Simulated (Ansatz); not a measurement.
**Geometry relaxation, with input and output: C**

C (R-3m, 2 atoms in the cell), computed with DFT PBE, scalar-relativistic, plane waves, PAW, PAW set soft_1, no spin polarisation (Ansatz 0.2.0).

The structure derives from an entry of the Crystallography Open Database. Figures and captions count atoms from 1; the log counts them from 0 in places.

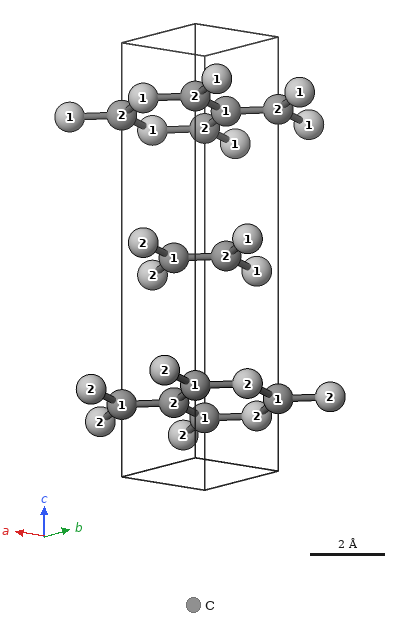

Fig. 1: The structure as given in the input (ball-and-stick view of the cell 3 times as large as that of the calculation, set on its symmetry axes, seen at an oblique angle; neighbours outside the cell are drawn fainter; atoms are numbered from 1 in the order of the input). An atom can appear more than once, as a periodic image.

Summary:

- outcome: converged
- space group (tolerance 0.01 Å): R-3m (166)
- electrons treated: 8
- free energy: −501.8868 eV
- Fermi energy: 4.722 eV
- gap on the k-point mesh: 0.14 eV
- pressure: 0.01 GPa
- final volume: 22.20 Å³
- largest force (length of the vector) at the end: under 0.001 eV/Å
- final cell: a = 4.448 Å, b = 4.448 Å, c = 4.448 Å, α = 32.20°, β = 32.20°, γ = 32.20°
- hardware: 2 threads of Arm Neoverse N1, 98 GiB of memory available, shared host
- wall time: 19 s (CPU time 36 s)
- peak memory: 0.4 GiB

Input:
```yaml
crystal:
  lattice:
    - [1.2332564912, 0.7120209672, 4.2136690982]
    - [-1.2332564912, 0.7120209672, 4.2136690982]
    - [0.0, -1.4240419343, 4.2136690982]
  atoms:
    - { symbol: C, position: [0.1666601572, 0.1666601572, 0.1666601572] }
    - { symbol: C, position: [0.8333398428, 0.8333398428, 0.8333398428] }
basis:
  ecutwfc: 420
kpoints:
  mp_grid: { grid: [18, 18, 18] }
hamiltonian:
  xc: pbe
  pseudopotentials: { kind: paw, azcp: { folder: soft_1 } }
scf:
  occupations: { method: gaussian, width: 0.01 }
output:
  forces: true
  stress: true
  eigenvalues: true
  write_density: true
  write_potential: true
  elf: true
  volumetric_format: npy
relax:
  adjacent_minimum: "off"
  f_tol: 0.005
  max_steps: 80
  cell: { stress_tol: 0.05 }
```

Command:
```bash
ansatz run input.yaml --threads 2 --pin off --max-ram 6144MiB --backend cpu --events-out ev --progress --plain --runs-dir out
```

The program's output:
```
basis.fft_grid_basis auto: the FFT boxes are laid along the combinations [[1, -1, 0], [0, 1, 0], [0, -1, 1]] of the cell's own vectors, 2.467, 4.448 and 2.467 Å long. The dense box has 18×30×18 points. Along the cell's own vectors, as sized, it would have 30×30×30, 2.78 times as many. Of the 12 symmetry operations that the crystal satisfies within crystal.symmetry.tolerance (time reversal apart; of a slab, those that keep its plane) the dense box along the cell's own vectors carries 12, and the one as laid loses 8 of those. basis.fft_grid_basis: typed keeps the cell's own vectors: state it where this run's energies or levels are differenced outside the engine with another run's, or held beside a run that keeps those vectors. Those combinations have planes normal to reciprocal vector 3, as the cell's own vectors have. Each planar average written beside output.write_density, output.write_potential has a row for each plane of the box: 18. The volumetric files lie along those combinations, not along the cell's own vectors: a cube or XSF file states them, and fields.json those of NumPy files.
Engine: ansatz 0.2.0, aarch64-unknown-linux-gnu
Pseudopotentials: kind: paw
Pseudopotential: C, paw, valence charge 4, recommended cutoff 420 eV (normal), [file]
Functional definition: PBE
  parameter kappa = 0.804
  parameter beta = 0.06672455060314922
  exchange = pbe_x(kappa = kappa, mu = beta*pi^2/3)
  correlation = pbe_c(beta = beta)
Crystal: 2 atoms, lattice volume = 22.200 Å³
Basis set: ecut = 420 eV, 429 PW (Γ), FFT grids on a1−a2, a2, −a2+a3, exchange–correlation on 36×60×36 points (8 copies of the dense FFT grid, shifted against one another)
Bands: 8, of which v1, the nominal top of the filled ones, is band 4 counted from 1 (3 counted from 0)
Symmetry: 12 space group operations
Space group: R-3m (ITA 166), of the structure as read, at distance tolerance 2.8e-5 Å
k-points: 580 of 5832
Non-local potential: C, projectors of the file, l = 0: 2, l = 1: 2, l = 2: 1
PAW form: soft (Blöchl's): semilocal exchange-correlation on the pseudo side does not see the compensation charge
PAW one-centre angular grid: C, 110 points (default); XC on 64 Gauss nodes
Initial density: superposition of atomic densities (chi_scale 0.1, normalization cell)
Initial wavefunctions: pseudopotential atomic-orbital guess
Functional: x = pbe(κ = 0.804, μ = 0.2195149727645171), c = pbe(β = 0.06672455060314922)
SCF iter   1: F=—  HF=-503.019401 eV  |F-HF|=—  |Δ(HF+E_count)|=         —  Δρ=1.14e-1  dr2=2.62e0  ethr=3.10e-3  ⟨swp⟩=5.0  Hψ=33487  notcnv=0
preconditioner: auto → none  [insulator: Δε(μ)=0.091 eV  Ē_g=18.925 eV  σ=0.010 eV  W_gap=1.00  n_scr=2 (ndim 8)  ℏωp=22.3 eV  f_vac=0.121  D(μ)=0.00/eV (n_scr^D=0)  ε∞_Penn≈2.4]
SCF iter   2: F=—  HF=-501.948939 eV  |F-HF|=—  |Δ(HF+E_count)|=    1.07e0  Δρ=4.09e-2  dr2=2.19e-1  ethr=3.10e-3  ⟨swp⟩=2.3  Hψ=13996  notcnv=0
SCF iter   3: F=—  HF=-501.885801 eV  |F-HF|=—  |Δ(HF+E_count)|=   6.31e-2  Δρ=8.15e-3  dr2=4.68e-3  ethr=2.73e-3  ⟨swp⟩=2.7  Hψ=11179  notcnv=0
SCF iter   4: F=—  HF=-501.886737 eV  |F-HF|=—  |Δ(HF+E_count)|=   9.36e-4  Δρ=2.13e-4  dr2=7.02e-6  ethr=5.85e-5  ⟨swp⟩=2.5  Hψ=9340  notcnv=0
SCF iter   5: F=—  HF=-501.886755 eV  |F-HF|=—  |Δ(HF+E_count)|=   1.79e-5  Δρ=8.37e-5  dr2=5.21e-7  ethr=1.25e-9  ⟨swp⟩=11.7  Hψ=37448  notcnv=0
SCF iter   6: F=-501.886755 eV  HF=-501.886755 eV  |F-HF|=2.60e-9  |Δ(HF+E_count)|=   4.72e-7  Δρ=8.77e-6  dr2=8.51e-9  ethr=1.25e-9  ⟨swp⟩=9.4  Hψ=32394  notcnv=0
SCF 1 converged in 6 iterations: F = -501.886755 eV  dr2 = 8.51e-9
  greatest PAW one-centre occupation: 0.673 electrons in one spin orbital (limit 2), on the C atom at site 1 (counted from 0), in its partial waves of l = 0
relax step   1: F+E_penalty+E_count = -501.88675504 eV  Δ(F+E_penalty+E_count) = +0.000e0 eV  max|allowed force component| = 1.274e-4 eV/Å  Δτ_max = 0.0000 Å  P = +0.008 GPa  Ω = 22.200 Å³  (6 SCF iters, dr2 threshold 1.00e-7 eV, accepted)
Initial density: handed on by an earlier stage of this run
Initial wavefunctions: pseudopotential atomic-orbital guess (no wavefunctions were taken with the density)
iter 1 solved again at ethr=8.93e-8 eV; its pass at ethr=3.10e-3 eV (dr2=7.15e-6 eV) is discarded
SCF iter   1: F=—  HF=-501.886740 eV  |F-HF|=—  |Δ(HF+E_count)|=         —  Δρ=8.79e-6  dr2=8.70e-9  ethr=8.93e-8  ⟨swp⟩=3.1  Hψ=47758  notcnv=0
preconditioner: auto → none  [insulator: Δε(μ)=0.144 eV  Ē_g=17.888 eV  σ=0.010 eV  W_gap=1.00  n_scr=2 (ndim 8)  ℏωp=22.3 eV  f_vac=0.229  D(μ)=0.00/eV (n_scr^D=0)  ε∞_Penn≈2.6]
SCF iter   2: F=—  HF=-501.886755 eV  |F-HF|=—  |Δ(HF+E_count)|=   1.54e-5  Δρ=3.77e-6  dr2=1.45e-9  ethr=1.09e-10  ⟨swp⟩=3.0  Hψ=9163  notcnv=0
SCF iter   3: F=—  HF=-501.886755 eV  |F-HF|=—  |Δ(HF+E_count)|=  7.54e-10  Δρ=7.19e-7  dr2=4.66e-11  ethr=1.81e-11  ⟨swp⟩=2.0  Hψ=5689  notcnv=0
SCF iter   4: F=-501.886755 eV  HF=-501.886755 eV  |F-HF|=6.42e-12  |Δ(HF+E_count)|=  1.41e-11  Δρ=8.57e-8  dr2=7.01e-13  ethr=1.00e-12  ⟨swp⟩=5.9  Hψ=17346  notcnv=0
SCF 2 converged in 4 iterations: F = -501.886755 eV  dr2 = 7.01e-13
relax step   2: F+E_penalty+E_count = -501.88675504 eV  Δ(F+E_penalty+E_count) = -1.081e-9 eV  max|allowed force component| = 1.236e-4 eV/Å  Δτ_max = 0.0000 Å  P = +0.009 GPa  Ω = 22.200 Å³  stress off target by 3.93e-2 GPa  SCF on the basis re-selected at this cell (its energy is not comparable with the rows above)  (4 SCF iters)
```

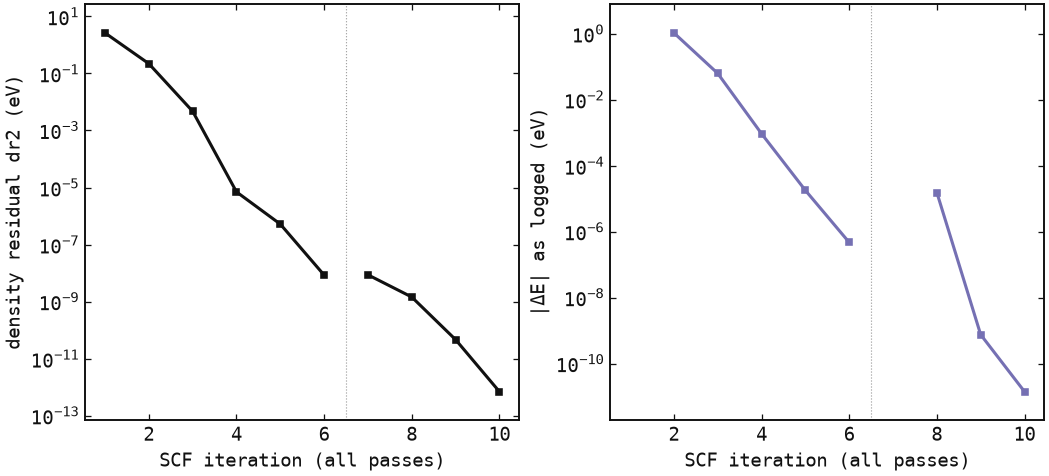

Fig. 2: Convergence of the self-consistent field: density residual dr2 and size of the energy change against the SCF iteration. The dotted lines part the SCF passes of the relaxation: geometry steps, rejected trials and re-solves on a re-selected basis. The passes take 6 and 4 iterations.

```
basis re-selected at this cell: Δ(F+E_penalty+E_count) = -1.081e-9 eV, ΔP = +0.001 GPa vs the last step (what re-selecting the basis moved, of the pressure what is left beyond the Pulay correction that the steps carried, after the strain that the cell walked since its last selection, with what the two solves' SCF thresholds leave and, on support functions, any second-order correction that the steps lacked; it is no measure of the basis error at this ecutwfc). This SCF's stress stands 3.93e-2 GPa from its target on what of the cell is left free (relax.cell.stress_tol is 5.00e-2 GPa) and its largest allowed force component is 1.24e-4 eV/Å (relax.f_tol is 5.00e-3 eV/Å): within both
SCF converged after 4 iterations
Free energy (F): -501.886755 eV
Harris-Foulkes:  -501.886755 eV  (|F-HF|=6.42e-12)
Internal energy: -501.886755 eV  (E = F + TS)
E sigma→0 (E₀):  -501.886755 eV
Fermi energy:    4.721910 eV
--- Per-component energies (eV) ---
  E_band       = -35.393279
  E_kinetic    = 176.852548
  E_local      = -431.813537  (includes V_loc(G=0)·N_el)
  E_nonlocal   = 46.853626
  E_hartree    = 151.968387
  E_xc         = -93.848350
  E_vxc        = -115.552494  (∫ρ·V_xc dr)
  E_paw        = -200.186461  (= ΣΔE_a)
  E_vpaw       = -15.670224  (= ΣTr[D̂ρ^β])
  E_aug_tail   = 0.000033  (compensation charges beyond the density's cutoff)
  E_ewald      = -151.713001
  E_smearing   = -0.000000  (= −TS)
  E_closure    = 0.000000  (closes the sum)
  Σ components = -501.886755   (vs F -501.886755, Δ=0.00e0)
--- Forces (eV/Å), atoms counted from 1 ---
  atom   1  C      0.00000000     0.00000000     0.00012359
  atom   2  C      0.00000000    -0.00000000    -0.00012359
  max |Σ_I F_I| component: 0.00e0 eV/Å
--- Stress (GPa, compression-positive) ---
       -0.006421       0.000000       0.000000
       -0.000000      -0.006421       0.000000
       -0.000000       0.000000       0.039268
  P = ⅓ Tr σ = 0.0088 GPa (0.088 kbar)
--- Band table (eV; the first three rows and the last of 580) ---
  k-point 0: bands = ["-14.8171", "-2.6281", "1.6805", "1.6805", "7.8407", "13.0515", "13.0515", "16.1013"]
  k-point 1: bands = ["-14.7441", "-2.5438", "1.3827", "1.5242", "7.9433", "13.0909", "13.3650", "15.8471"]
  k-point 2: bands = ["-14.5252", "-2.2919", "0.5646", "1.1085", "8.2512", "13.1329", "14.2488", "15.1249"]
  k-point 579: bands = ["-14.7769", "-3.1491", "1.6798", "1.6798", "11.2492", "13.0455", "13.0455", "15.4288"]
--- Relaxed structure (1 steps of the walk, 1 accepted, 1 SCFs on fresh bases) ---
  F+E_penalty+E_count = -501.88675504 eV   max|allowed force component| = 1.236e-4 eV/Å   (the final SCF, on the basis selected at the relaxed cell)
  cell:  # Å, volume = 22.2003 Å³
    - [1.2332564911934991, 0.7120209671870865, 4.213669098197183]
    - [-1.2332564911934991, 0.7120209671870865, 4.213669098197183]
    - [0.0, -1.4240419343241733, 4.213669098205632]
  atoms:
    - { symbol: C, position: [0.1666601572, 0.1666601572, 0.1666601572] }
    - { symbol: C, position: [0.8333398427999998, 0.8333398427999998, 0.8333398428000001] }
```

Trajectory as extended XYZ (Å, eV, eV/Å), 2 frames, from step=1 to step=2:
```
2
Lattice="1.2333 0.7120 4.2137 -1.2333 0.7120 4.2137 0.0000 -1.4240 4.2137" Properties=species:S:1:pos:R:3:forces:R:3 step=1 energy=-501.88675 pressure_GPa=0.01
C     0.0000    0.0000    2.1068    0.0000   0.0000   0.0001
C     0.0000    0.0000   10.5343    0.0000   0.0000  -0.0001
2
Lattice="1.2333 0.7120 4.2137 -1.2333 0.7120 4.2137 0.0000 -1.4240 4.2137" Properties=species:S:1:pos:R:3:forces:R:3 step=2 energy=-501.88675 pressure_GPa=0.01
C     0.0000    0.0000    2.1068    0.0000   0.0000   0.0001
C     0.0000    0.0000   10.5343    0.0000   0.0000  -0.0001
```

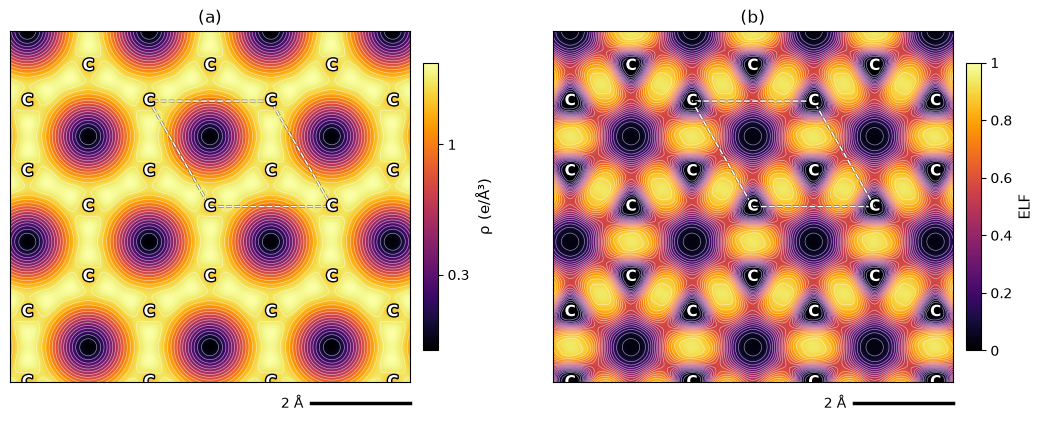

Fig. 3: (a) valence charge density (pseudo); (b) electron localisation function on the (001) plane of the conventional cell. The section cuts through C sites. Away from the nuclei the density in this plane falls to 0.15 e/Å³ at its lowest. In a PAW calculation such maps are meaningful between the atoms, not at the nuclei.

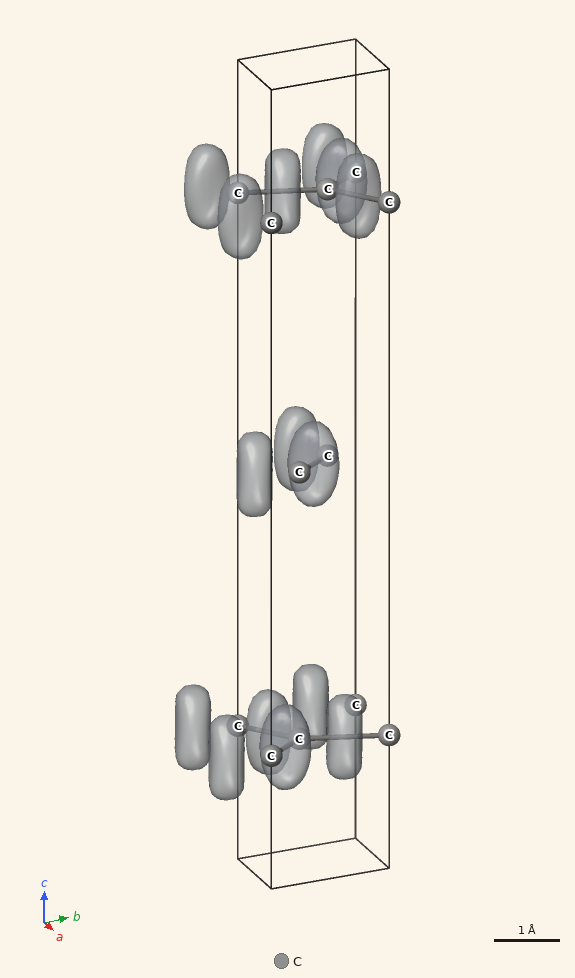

Fig. 4: Isosurface of the electron localisation function at 0.8 (grey), seen slightly off an axis. Only the valence region is drawn (cores and ρ < 0.01 e/Å³ removed). Sticks mark near contacts. The outline is the cell set on symmetry axes. Values along the shortest contacts:

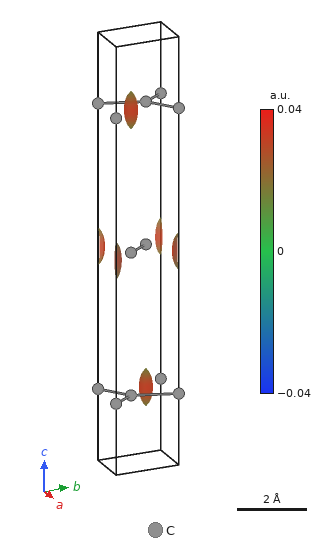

Fig. 5: Non-covalent interaction (NCI) plot: the surface where the reduced density gradient is 0.5, for densities under 0.05 a.u., coloured by sign(λ₂)ρ; seen slightly off an axis. The outline is the cell set on symmetry axes.
